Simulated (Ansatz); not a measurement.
# Calculations on Si$_{63}$

**1. Relaxation**

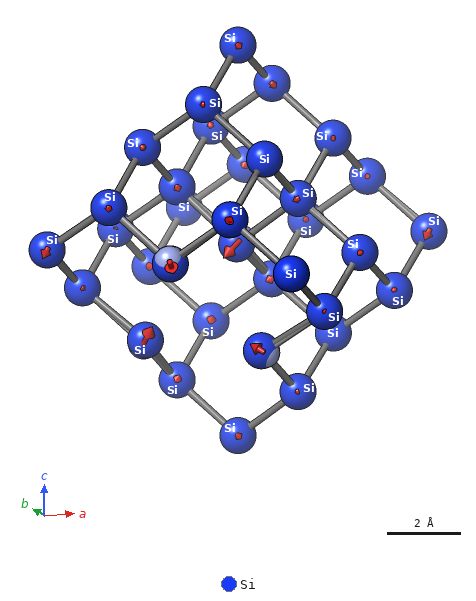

This is a relaxation of a defect cell of composition Si63 (cell charge −2). The starting structure is drawn faded, the final one solid; red arrows show the displacements, 5 times their true length.

The picture is a ball-and-stick view of the atoms within 5.8 Å of the atom that moves most (axes of the cell of the calculation (origin shifted)), seen slightly off an axis.

All numbers below come from DFT, PBEsol, PAW, plane waves (Ansatz). Set-up: plane-wave cutoff 420 eV; k-point mesh 1 × 1 × 1; collinear spin; atoms relaxed in a fixed cell; force threshold 0.03 eV/Å; at most 80 steps.

What happened in the run?

The atom that moves furthest is a Si atom (0.16 Å roughly along [−3 −2 −2]). The cell doesn't change. Near-neighbour distances that change, for instance: Si–Si 2.430 → 2.344 Å, Si–Si 2.301 → 2.376 Å, Si–Si 2.398 → 2.344 Å, Si–Si 2.321 → 2.368 Å. Bond angles that change, for instance: Si–Si–Si 107.3° → 112.2°, Si–Si–Si 108.9° → 112.5°, Si–Si–Si 110.2° → 106.9°. The energy falls by 0.533 eV per cell of the calculation in 4 geometry steps. The largest force component goes from 0.87 to 0.0074 eV/Å. The run took 56 s on 7 threads of Arm Neoverse-V2, peak memory 1.9 GiB.

Limits of the set-up: the cell is charged, on a uniform background, and energies carry no finite-size correction.

**2. Relaxation**

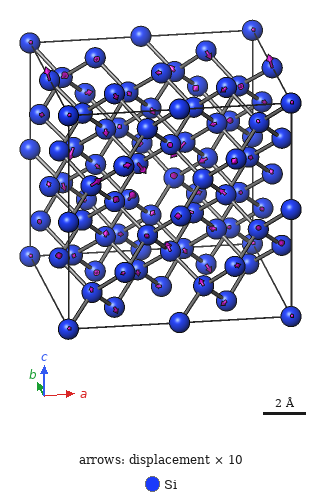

A relaxation of a defect cell of composition Si₆₃. The starting structure is drawn; purple arrows show the displacements, 10 times their true length.

The picture is a ball-and-stick view of the cell of the calculation, seen from a free direction.

Level of theory: Ansatz, DFT, PBEsol, PAW, plane waves. (plane-wave cutoff 420 eV; k-point mesh 1 × 1 × 1; collinear spin; atoms relaxed in a fixed cell; force threshold 0.03 eV/Å; at most 80 steps)

> What happened in the run?

Over 3 geometry steps the energy falls by 0.512 eV per cell of the calculation. Largest force component: 0.93 eV/Å at the start, 0.019 eV/Å at the end. The largest move is that of a Si atom, 0.11 Å roughly along [−2 −1 −2]. The cell stays as it was. Near-neighbour distances that change, for instance: Si–Si 2.430 → 2.347 Å, Si–Si 2.437 → 2.369 Å, Si–Si 2.287 → 2.353 Å, Si–Si 2.319 → 2.374 Å. Bond angles that change, for instance: Si–Si–Si 107.3° → 111.5°, Si–Si–Si 111.0° → 107.2°, Si–Si–Si 112.4° → 108.7°. Cost: 50 s on 7 threads of Arm Neoverse-V2, peak memory 1.9 GiB.

**3. Defect**

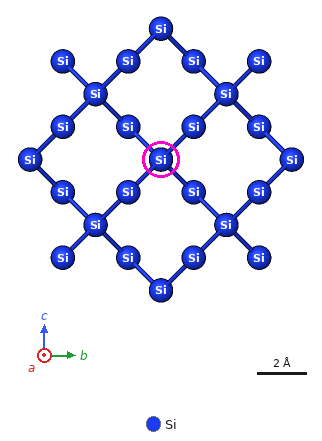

Perfect Si. Style: ball-and-stick. Shown: the atoms within 6.0 Å of one point, in a slice 3.4 Å thick across the line of sight, along the a axis.

Level of theory: DFT, PBEsol, PAW, plane waves (Ansatz). Settings: plane-wave cutoff 420 eV; k-point mesh 1 × 1 × 1; no spin polarisation. Fermi-Dirac smearing of 0.01 eV. A uniform background neutralises the charged cell. The axes drawn are those of the host's conventional cell.

A silicon atom is taken out (a vacancy) at the ringed place, in charge state +2. The supercell has 64 sites, and the atoms are relaxed at the host's cell.

**How do the neighbours respond?**

Around the empty Si site the host had 4 Si at 2.35 Å; after relaxation the nearest atoms are 4 Si at 2.36 to 2.37 Å. Of the host's atoms, a silicon atom moves furthest from its site, by 0.03 Å.

The relaxed defect, seen from the same direction:

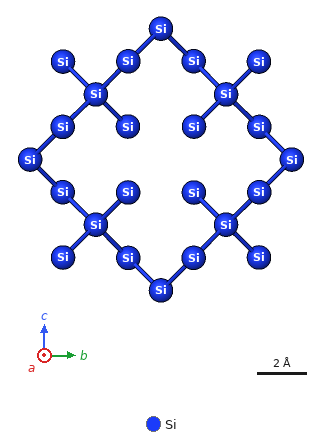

Limits of the set-up: the cell is charged, on a uniform background, and energies carry no finite-size correction.
